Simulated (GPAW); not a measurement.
# How BN (Qingsongite) absorbs and reflects light

Wanted: where BN (Qingsongite) starts to absorb, how strongly, and its refractive index.

Method: DFT, PBE, plane-wave PAW (GPAW data sets), scalar-relativistic, RPA, optical limit, in GPAW 26.7.0.

## 1. Set-up

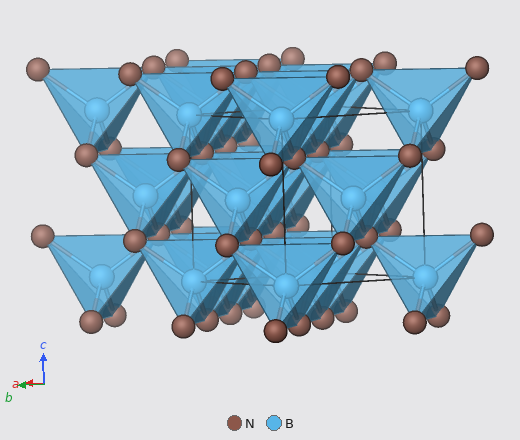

The starting structure, seen from a free direction (nitrogen brown, boron blue). 2×1×1 cells are drawn. This picture shows the conventional cell, with its axes. Some periodic images of atoms are drawn too.

## 2. Ground state

The self-consistent density comes first; it also tells whether there is a gap, which decides the occupations and the need for a Drude term.

This step: DFT, PBE, plane-wave PAW (GPAW data sets), scalar-relativistic, ground state (GPAW 26.7.0).

Input file gs.py:

```python
from ase import Atoms
from ase.dft.bandgap import bandgap
from gpaw import GPAW, PW, FermiDirac

atoms = Atoms(['N', 'B'],
              cell=[[0.000000000000, 1.807500000000, 1.807500000000],
                    [1.807500000000, 0.000000000000, 1.807500000000],
                    [1.807500000000, 1.807500000000, 0.000000000000]],
              scaled_positions=[[0.750000000000, 0.750000000000, 0.750000000000],
                                [0.000000000000, 0.000000000000, 0.000000000000]],
              pbc=[True, True, True])
atoms.calc = GPAW(mode=PW(500), xc='PBE', kpts={'size': (11, 11, 11), 'gamma': True},
                  occupations=FermiDirac(0.05), maxiter=150, txt='gs.txt')
print('energy (eV)', atoms.get_potential_energy())
print('Fermi level (eV)', atoms.calc.get_fermi_level())
print('valence electrons', atoms.calc.get_number_of_electrons())
print('gap (eV)', bandgap(atoms.calc, output=None)[0])
print('direct gap (eV)', bandgap(atoms.calc, direct=True, output=None)[0])
atoms.calc.write('gs.gpw')
```

The run is started by

```
$ OMP_NUM_THREADS=1 python gs.py
```

Numbers of over 12 decimals in the logs are rounded to 6 here.

The program printed:

```text
__  _  _
 | _ |_)|_||  |
 |__||  | ||/\| - 26.7.0

Versions:
  Python: 3.12.14
  ASE:    3.29.0
  Numpy:  2.5.5
  Scipy:  1.18.1
  Libxc:  7.0.0

Input parameters:
  mode=PW(ecut=500.0),
  kpts=MonkhorstPack(size=(11, 11, 11), gamma=True),
  maxiter=150,
  occupations=Occupations(name='fermi-dirac', width=0.05, fixmagmom=False),
  xc=XC(name='PBE')

Diagonalizing LCAO Hamiltonian
Converting LCAO to pw mode

               N

       B

Atoms  # Å, Bohr magnetons
|   | symbol |        x |        y |        z |    initial magnetic moments |
| 0 |      N | 2.711250 | 2.711250 | 2.711250 | ( 0.0000,  0.0000,  0.0000) |
| 1 |      B | 0.000000 | 0.000000 | 0.000000 | ( 0.0000,  0.0000,  0.0000) |

Unit cell  # Å
| periodic |        x |        y |        z |  lengths |    angles |
|      yes | 0.000000 | 1.807500 | 1.807500 | 2.556191 | 60.000000 |
|      yes | 1.807500 | 0.000000 | 1.807500 | 2.556191 | 60.000000 |
|      yes | 1.807500 | 1.807500 | 0.000000 | 2.556191 | 60.000000 |

Number of symmetries: 24
Symmetry operations  # r_c * U_cc + t_c -> r_c
|    | kind |            matrix            |
|  0 |  E   |  1, 0, 0,  0, 1, 0,  0, 0, 1 |
|  1 |  σ   |  1, 0, 0,  0, 0, 1,  0, 1, 0 |
|  2 |  σ   |  1, 0,-1,  0, 1,-1,  0, 0,-1 |
|  3 |  C3  |  1, 0,-1,  0, 0,-1,  0, 1,-1 |
|  4 |  C3  |  1,-1, 0,  0,-1, 1,  0,-1, 0 |
|  5 |  σ   |  1,-1, 0,  0,-1, 0,  0,-1, 1 |
|  6 |  σ   |  0, 1, 0,  1, 0, 0,  0, 0, 1 |
|  7 |  C3  |  0, 1, 0,  0, 0, 1,  1, 0, 0 |
|  8 |  C2  |  0, 1,-1,  1, 0,-1,  0, 0,-1 |
|  9 |  S4  |  0, 1,-1,  0, 0,-1,  1, 0,-1 |
| 10 |  C3  |  0, 0, 1,  1, 0, 0,  0, 1, 0 |
| 11 |  σ   |  0, 0, 1,  0, 1, 0,  1, 0, 0 |
| 12 |  S4  |  0, 0,-1,  1, 0,-1,  0, 1,-1 |
| 13 |  C3  |  0, 0,-1,  0, 1,-1,  1, 0,-1 |
| 14 |  S4  |  0,-1, 1,  1,-1, 0,  0,-1, 0 |
| 15 |  C2  |  0,-1, 1,  0,-1, 0,  1,-1, 0 |
| 16 |  C3  |  0,-1, 0,  1,-1, 0,  0,-1, 1 |
| 17 |  S4  |  0,-1, 0,  0,-1, 1,  1,-1, 0 |
| 18 |  S4  | -1, 1, 0, -1, 0, 1, -1, 0, 0 |
| 19 |  C3  | -1, 1, 0, -1, 0, 0, -1, 0, 1 |
| 20 |  C3  | -1, 0, 1, -1, 1, 0, -1, 0, 0 |
| 21 |  S4  | -1, 0, 1, -1, 0, 0, -1, 1, 0 |
| 22 |  σ   | -1, 0, 0, -1, 1, 0, -1, 0, 1 |
| 23 |  C2  | -1, 0, 0, -1, 0, 1, -1, 1, 0 |

BZ-sampling:
  Number of BZ points: 1331
  Number of IBZ points: 56

  Monkhorst-Pack size: [11, 11, 11]
  Monkhorst-Pack shift: [0, 0, 0]

K-points  # in reciprocal-cell coordinates
|     |                                coordinates |     weight |
|   0 | (  0.00000000,   0.00000000,   0.00000000) | 0.00075131 |
|   1 | (  0.09090909,   0.09090909,   0.00000000) | 0.00450789 |
|   2 | (  0.09090909,   0.09090909,   0.09090909) | 0.00601052 |
|   3 | (  0.18181818,   0.09090909,   0.09090909) | 0.00901578 |
|   4 | (  0.18181818,   0.18181818,   0.00000000) | 0.00450789 |
|   5 | (  0.18181818,   0.18181818,   0.09090909) | 0.01803156 |
|   6 | (  0.18181818,   0.18181818,   0.18181818) | 0.00601052 |
|   7 | (  0.27272727,   0.18181818,   0.09090909) | 0.01803156 |
|   8 | (  0.27272727,   0.18181818,   0.18181818) | 0.01803156 |
|   9 | (  0.27272727,   0.27272727,   0.00000000) | 0.00450789 |
| ... |                                            |            |
|  55 | (  0.45454545,   0.45454545,   0.45454545) | 0.00601052 |

Plane wave coefficients: 310
Cutoff: 500.0 eV

Spin-components: 1 (collinear spins)
Bands:           8
Projectors:      10
Spin-degeneracy: 2
Datatype:        complex128

Parallelization:
  kpt:    1
  domain: 1
  band:   1

Density:
  Valence electrons: 8.0
  Components: 1
  Grid points: [14 14 14]
  Charge: 0.0  # |e|

Potential:
  Grid points: [14 14 14]

species:
  N:
    name:    Nitrogen
    id:
    Z:       7.0
    valence: 5
    core:    2
    charge:  0.0  # [|e|]
    compensation charges:
      type: gauss
      rc: 0.18  # [Å]
      lmax: 2
    cutoffs:
      filter: 1.11  # [Å]
      core: 0.96  # [Å]
    projectors
    | kind |    occ | energy [eV] | rcut [Å] |
    |   2s |  2.000 |     -18.583 |    0.603 |
    |   2p |  3.000 |      -7.089 |    0.529 |
    |    s |        |       8.629 |    0.603 |
    |    p |        |      20.123 |    0.529 |
    |    d |        |       0.000 |    0.577 |

    Using partial waves for N as LCAO basis

  B:
    name:    Boron
    id:
    Z:       5.0
    valence: 3
    core:    2
    charge:  0.0  # [|e|]
    compensation charges:
      type: gauss
      rc: 0.20  # [Å]
      lmax: 2
    cutoffs:
      filter: 1.14  # [Å]
      core: 1.38  # [Å]
    projectors
    | kind |    occ | energy [eV] | rcut [Å] |
    |   2s |  2.000 |      -9.443 |    0.635 |
    |   2p |  1.000 |      -3.606 |    0.635 |
    |    s |        |      17.768 |    0.635 |
    |    p |        |      23.605 |    0.635 |
    |    d |        |       0.000 |    0.635 |

    Using partial waves for B as LCAO basis

Reference energy: -2151.211071  # eV

eigensolver:
  PPCG
  Converge bands: occupied
  niter=2

density mixing:
  MSR1-Mixer
  Pratt-step length: 0.05
  Maximum mixing coefficient: 0.75
  Old densities: 10
  SVD Regularization: 0.005
  Good broyden scale: 1.0
  Trust region scale: 1.0
  Backstep threshold: 4.0
  History deletion threshold: 6.0
  Fourier metric: weight=20.0, sigma=0.015

occupation numbers:
  Fermi-Dirac:
    width: 0.0500  # eV

poisson solver:
  ecut: 4000.0  # eV

xc functional:
  name: PBE with 2 nearest neighbor stencil

convergence criteria:
- Maximum [total energy] change in last 3 cyles: 0.0005 eV / valence electron
- Maximum integral of absolute [dens]ity change: 0.0001 electrons / valence electron
- Maximum integral of absolute [eigenst]ate change: 4e-08 eV^2 / valence electron
maximum number of iterations: 150

SCF iterations
|iter     |      energy | eigst |  dens |
|iter:   1||  -17.615815 | +0.08 |       |
|iter:   2||  -17.469929 | -1.99 | -0.76 |
|iter:   3||  -16.895987 | -1.13 | -0.80 |
|iter:   4||  -16.888862 | -2.85 | -1.40 |
|iter:   5||  -16.888386 | -3.31 | -1.84 |
|iter:   6||  -16.888443c| -5.24 | -2.59 |
|iter:   7||  -16.888443c| -6.69 | -3.58 |
|iter:   8||  -16.888443c| -8.64c| -4.30c|

Converged in 8 steps
SCF loop duration: 2.468 s (0.309 s/step)
Energy contributions relative to reference atoms: (reference = -2151.211071)

Energy contributions:
  Kinetic:          13.147167
  Coulomb:         -11.829641
  Zero:             -0.061549
  External:          0.000000
  Xc:              -18.144421
  Entropy:           0.000000
  Spinorbit:         0.000000
  ----------------------------
  Free energy:     -16.888443
  Extrapolated:    -16.888443

dipole moment: (-3.793056, -3.793056, -3.793056)  # |e|*Ang

Fermi level: 12.343
Eigenvalues  # (at kpt = [0.000, 0.000, 0.000])
| band index |      eig [eV] | occ [0-2] |
|          0 |       -10.186 |     2.000 |
|          1 |        10.142 |     2.000 |
|          2 |        10.142 |     2.000 |
|          3 |        10.142 |     2.000 |
|          4 |        18.937 |     0.000 |
|          5 |        18.937 |     0.000 |
|          6 |        18.937 |     0.000 |
|          7 |        20.368 |     0.000 |

Gap: 4.505 eV
Transition (v -> c):
  (s=0, k=0, n=3, [0.00, 0.00, 0.00]) -> (s=0, k=50, n=4, [0.45, 0.45, 0.00])
Direct/indirect transitions are different
Direct gap: 8.794 eV
Transition at: (s=0, k=0, n=3, [0.00, 0.00, 0.00])

--- standard output ---
energy (eV) -16.888443
Fermi level (eV) 12.342739
valence electrons 8.0
gap (eV) 4.505482
direct gap (eV) 8.794418
```

The job ended after 4.1 s (1 thread of Intel Xeon Platinum 8488C (Sapphire Rapids), shared host; peak memory 0.12 GiB).

This step gave:

```
energy                 : -16.89 eV
Fermi energy           : 12.34 eV
gap on the k-mesh      : 4.505 eV
direct gap on the mesh : 8.794 eV
electrons              : 8
```

There is a gap, 4.51 eV on this mesh (points off the mesh can give less), so no carriers' term is needed.

## 3. Bands for the response

The response needs many more empty bands than the density does.

This step: DFT, PBE, plane-wave PAW (GPAW data sets), scalar-relativistic, bands at fixed density (GPAW 26.7.0).

Input file nscf.py:

```python
from ase.dft.bandgap import bandgap
from gpaw import GPAW, FermiDirac

calc = GPAW('gs.gpw').fixed_density(kpts={'size': (16, 16, 16), 'gamma': True}, nbands=19, convergence={'bands': 13},
                                    occupations=FermiDirac(0.001), txt='nscf.txt')
print('gap (eV)', bandgap(calc, output=None)[0])
print('direct gap (eV)', bandgap(calc, direct=True, output=None)[0])
print('top band over the Fermi level (eV)', min(calc.get_eigenvalues(kpt=k)[12] for k in range(len(calc.get_ibz_k_points()))) - calc.get_fermi_level())
calc.write('full.gpw', mode='all')
```

The run is started by

```
$ OMP_NUM_THREADS=1 python nscf.py
```

The program printed:

```text
Diagonalizing LCAO Hamiltonian
Converting LCAO to pw mode
convergence criteria:
- Maximum integral of absolute [eigenst]ate change: 4e-08 eV^2 / valence electron
maximum number of iterations: 150

SCF iterations
|iter     |      energy | eigst |  dens |
|iter:   1||             | +2.80 |       |
|iter:   2||             | +1.06 |       |
|iter:   3||             | -1.32 |       |
|iter:   4||             | -3.10 |       |
|iter:   5||             | -5.11 |       |
|iter:   6||             | -6.72 |       |
|iter:   7||             | -7.97c|       |
SCF steps: 7
  __  _  _
 | _ |_)|_||  |
 |__||  | ||/\| - 26.7.0

Versions:
  Python: 3.12.14
  ASE:    3.29.0
  Numpy:  2.5.5
  Scipy:  1.18.1
  Libxc:  7.0.0

Input parameters:
  mode=PW(ecut=500.0),
  convergence={'bands': 13},
  gpts=array([14, 14, 14]),
  kpts=MonkhorstPack(size=(16, 16, 16), gamma=True),
  maxiter=150,
  nbands=19,
  occupations=Occupations(name='fermi-dirac', width=0.001, fixmagmom=False),
  parallel={},
  xc=XC(name='PBE')

--- standard output ---
gap (eV) 4.401130
direct gap (eV) 8.794418
top band over the Fermi level (eV) 26.154700
```

Wall time 10 s (1 thread); peak memory 0.15 GiB.

Numbers from this step:

* gap on the k-mesh: 4.401 eV

## 4. Dielectric function, RPA

Transitions between filled and empty bands, summed over the zone, give the optical response, so mesh, band count and broadening shape it.

The induced potential is part of this response.

This step: DFT, PBE, plane-wave PAW (GPAW data sets), scalar-relativistic, RPA, optical limit (GPAW 26.7.0).

Input file df.py:

```python
from gpaw.response.df import DielectricFunction

df = DielectricFunction('full.gpw', frequencies={'type': 'nonlinear', 'domega0': 0.03, 'omega2': 8},
                        ecut=50,
                        eta=0.15,
                        nbands=13,
                        txt='df.txt')
for direction in ['x']:
    df.get_dielectric_function(xc='RPA', direction=direction, filename=f'df_{direction}.csv')
```

The run is started by

```
$ OMP_NUM_THREADS=1 python df.py
```

The program printed:

```text
Using integrator: PointIntegrator
NonLinearFrequencyDescriptor(from 0.000 to 63.696 eV, 495 points)
Nonperiodic BCs:  [False False False]
Using integrator: PointIntegrator
NonLinearFrequencyDescriptor(from 0.000 to 63.696 eV, 495 points)
Nonperiodic BCs:  [False False False]

Calculating chi0 body with:
    Ground state adapter containing:
    Number of spins: 1
    Number of kpoints: 4096
    Number of irreducible kpoints: 145
    Number of completely occupied states: 4
    Number of partially occupied states: 4

    Linear response parametrization:
    q_c: [0.0, 0.0, 0.0]
    Number of frequency points: 495
    Planewave cutoff: 50.0
    Number of bands: 13
    Number of planewaves: 15
    Broadening (eta): 0.15

Integrating chi0 body.

Symmetries of q_c:
    Direct symmetries (Uq -> q): 24
    Indirect symmetries (TUq -> q): 24
In total 48 allowed symmetries.

145 groups of equivalent kpoints. 96.4599609375% reduction.

Integral kind: spectral function

Calculating chi0 optical extensions with:
    Ground state adapter containing:
    Number of spins: 1
    Number of kpoints: 4096
    Number of irreducible kpoints: 145
    Number of completely occupied states: 4
    Number of partially occupied states: 4

    Linear response parametrization:
    Number of frequency points: 495
    Planewave cutoff: 50.0
    Number of bands: 13
    Number of planewaves: 15
    Broadening (eta): 0.15
Integrating chi0 head and wings.

Symmetries of q_c:
    Direct symmetries (Uq -> q): 24
    Indirect symmetries (TUq -> q): 24
In total 48 allowed symmetries.

145 groups of equivalent kpoints. 96.4599609375% reduction.

Integral kind: spectral function wings
```

Run time: 2.8 s. Hardware: 1 thread; peak memory 0.2 GiB.

This step gave:

| Property | Result |
| --- | --- |
| electronic dielectric constant ε∞, mean over x, y and z (by symmetry where fewer were run) | 4.525 |
| main peak of Im epsilon, first axis | 11.91 eV |

Some rows of df_x.csv (energy; Re and Im without local fields; Re and Im with them):

```text
0.000000, 4.703867, 0.000000, 4.524954, 0.000000
0.429336, 4.708331, 0.003126, 4.529103, 0.002905
0.878195, 4.722629, 0.006451, 4.542389, 0.005994
1.347938, 4.748422, 0.010061, 4.566352, 0.009347
1.840057, 4.787903, 0.014071, 4.603024, 0.013068
2.356191, 4.844017, 0.018643, 4.655124, 0.017305
2.898142, 4.920806, 0.024011, 4.726379, 0.022274
3.467895, 5.023962, 0.030529, 4.822031, 0.028296
4.067647, 5.161785, 0.038758, 4.949704, 0.035883
4.699832, 5.346898, 0.049647, 5.120964, 0.045898
5.367152, 5.599603, 0.064929, 5.354361, 0.059908
6.072622, 5.955157, 0.088126, 5.681994, 0.081094
6.819608, 6.482090, 0.127679, 6.165974, 0.117039
7.611886, 7.341209, 0.210527, 6.951134, 0.191775
8.453705, 9.105923, 0.521575, 8.548421, 0.468011
9.349861, 11.690020, 3.562178, 10.920238, 3.164553
10.305790, 9.368545, 8.215516, 8.912256, 7.481451
11.327680, 7.413097, 12.225873, 7.254927, 11.058850
12.422601, -2.685676, 13.139342, -1.635146, 12.449041
13.598673, -2.782797, 5.742030, -2.360158, 5.711906
```

The Im ε, E ∥ x has structure finer than the step of the table below, so its rows give means over 1 eV, whole bins alone (the curve runs from 0 to 14.0 eV). Peaks (eV: height): 11.9: 14.4.

Values under the direct gap are tails of Lorentzian lines. Im ε, E ∥ x against photon energy; means over each step:

```csv
photon energy (eV),"Im ε, E ∥ x"
1,0.00688
2,0.0144
3,0.0234
4,0.0352
5,0.0521
6,0.0794
7,0.132
8,0.289
9,2.01
10,6.56
11,9.38
12,13.2
13,8.52
```

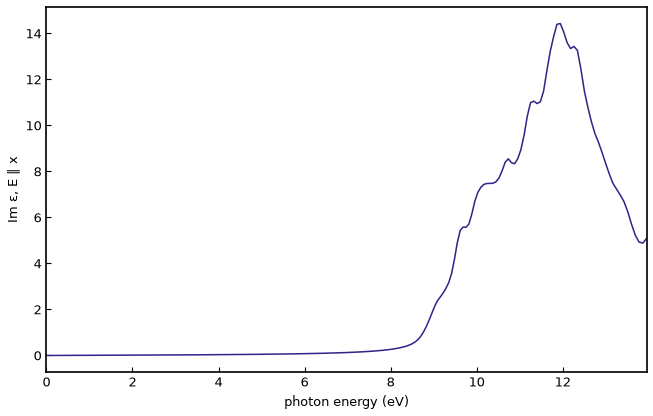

Im ε, E ∥ x against photon energy.

The Re ε, E ∥ x by photon energy:

```csv
photon energy (eV),"Re ε, E ∥ x"
0,4.53
1,4.55
2,4.62
3,4.74
4,4.93
5,5.22
6,5.64
7,6.31
8,7.53
9,10.3
10,10.2
11,8.64
12,2.47
13,-2.63
```

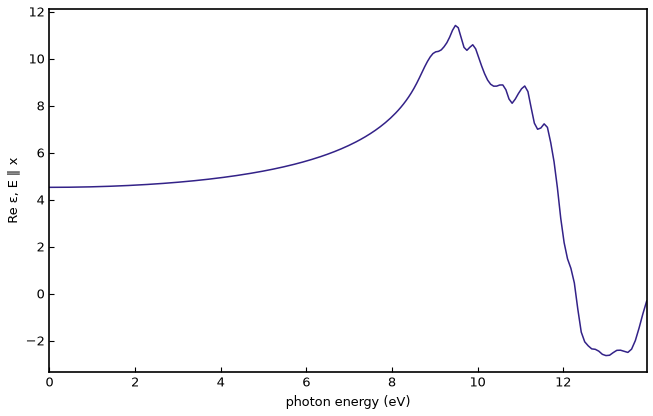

Re ε, E ∥ x, plotted against photon energy.

The reflectivity at normal incidence, E ∥ x has structure finer than the step of the table below, so its rows give means over 1 eV, whole bins alone (the curve runs from 0 to 14.0 eV). Peaks (eV: height): 12.4: 48.7.

Table of reflectivity at normal incidence, E ∥ x by photon energy; means over each step:

```csv
photon energy (eV),"reflectivity at normal incidence, E ∥ x (%)"
1,13.1
2,13.3
3,13.7
4,14.4
5,15.3
6,16.6
7,18.6
8,21.9
9,27.9
10,32.4
11,35.4
12,44.4
13,46.8
```

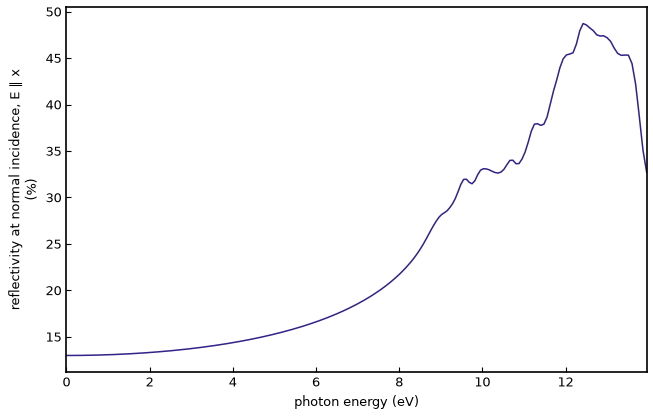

Reflectivity at normal incidence, E ∥ x, plotted against photon energy.

Values under the direct gap are tails of Lorentzian lines. Table of loss function −Im 1/ε at q → 0, E ∥ x by energy loss; read off at these points:

| energy loss (eV) | loss function −Im 1/ε at q → 0, E ∥ x |
| --- | --- |
| 0 | 0 |
| 1 | 3.3e-4 |
| 2 | 6.7e-4 |
| 3 | 0.00104 |
| 4 | 0.00144 |
| 5 | 0.00190 |
| 6 | 0.00246 |
| 7 | 0.00324 |
| 8 | 0.00468 |
| 9 | 0.0185 |
| 10 | 0.0457 |
| 11 | 0.0579 |
| 12 | 0.0685 |
| 13 | 0.109 |

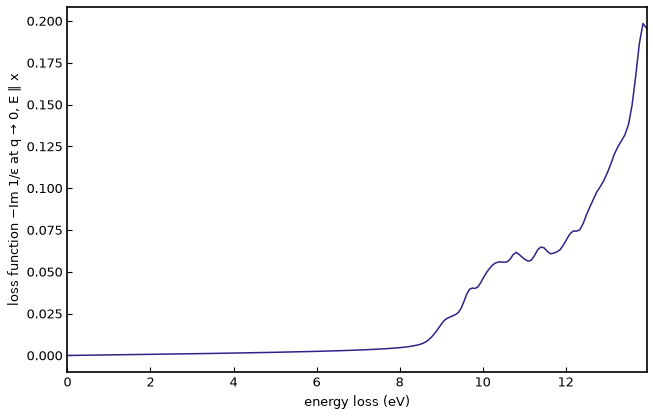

Loss function −Im 1/ε at q → 0, E ∥ x against energy loss.

Table of refractive index n and extinction k by photon energy:

| photon energy (eV) | n | k |
| --- | --- | --- |
| 0 | 2.13 | 0 |
| 1 | 2.13 | 0.00161 |
| 2 | 2.15 | 0.00334 |
| 3 | 2.18 | 0.00535 |
| 4 | 2.22 | 0.00787 |
| 5 | 2.28 | 0.0113 |
| 6 | 2.38 | 0.0165 |
| 7 | 2.51 | 0.0257 |
| 8 | 2.74 | 0.0484 |
| 9 | 3.22 | 0.315 |
| 10 | 3.36 | 1.04 |
| 11 | 3.24 | 1.36 |
| 12 | 2.90 | 2.44 |
| 13 | 1.75 | 2.39 |

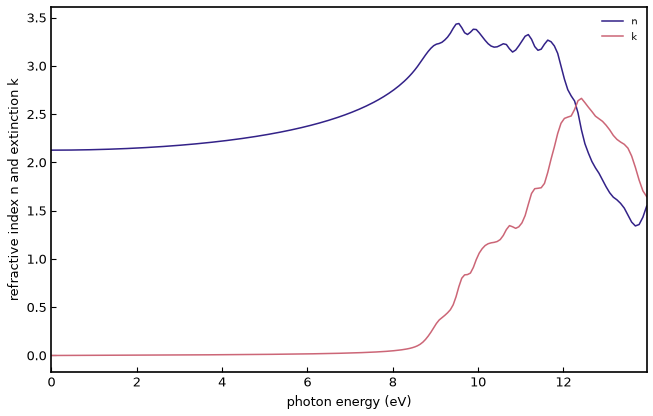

Refractive index n and extinction k, plotted against photon energy.

From ε follow the optical constants at some laser and lamp lines:

```
wavelength (nm)     n      k  R (%)     1/α
           1550  2.13  0.001   13.0   96 µm
            800  2.14  0.003   13.2   25 µm
            633  2.15  0.003   13.3   15 µm
            450  2.17  0.005   13.6  7.4 µm
            405  2.18  0.005   13.8  5.9 µm
            365  2.19  0.006   14.0  4.6 µm
            308  2.22  0.008   14.4  3.1 µm
```

Below the direct gap, k and the depth come from the tails of the Lorentzian lines, not from transitions.

## 5. Results

| Quantity | Value |
| --- | --- |
| electronic dielectric constant ε∞, mean over x, y and z (by symmetry where fewer were run) (RPA) | 4.53 |
| main peak of Im epsilon, first axis | 11.9 eV |

In words: At this level (PBE, RPA) BN has ε∞ = 4.53 and n = 2.13 at 1550 nm, and Im ε peaks at 11.9 eV. On the mesh the gap is 4.40 eV and the least direct gap 8.79 eV, so on this mesh the band edges lie at different points. Local fields change the static value along x from 4.70 to 4.53 (-4 %). Excitons and phonon-assisted transitions are missing; PBE gaps are as a rule too small, which pulls the onset down and ε∞ up. The sum runs over mesh points, so small or evenly spaced maxima can still be ripples of the mesh.

[Machine, clock and banner lines and Python warnings are left out of the logs.]

[Logs are printed without paths, hosts, clocks, repeated set-up lines and the standing remarks that a program may print on its own settings, such as how far it seeks lower states.]

[Hosts, paths, dates, database ids (printed as entryN), source tags and the programs' standing remarks are cut or masked in the printed files.]
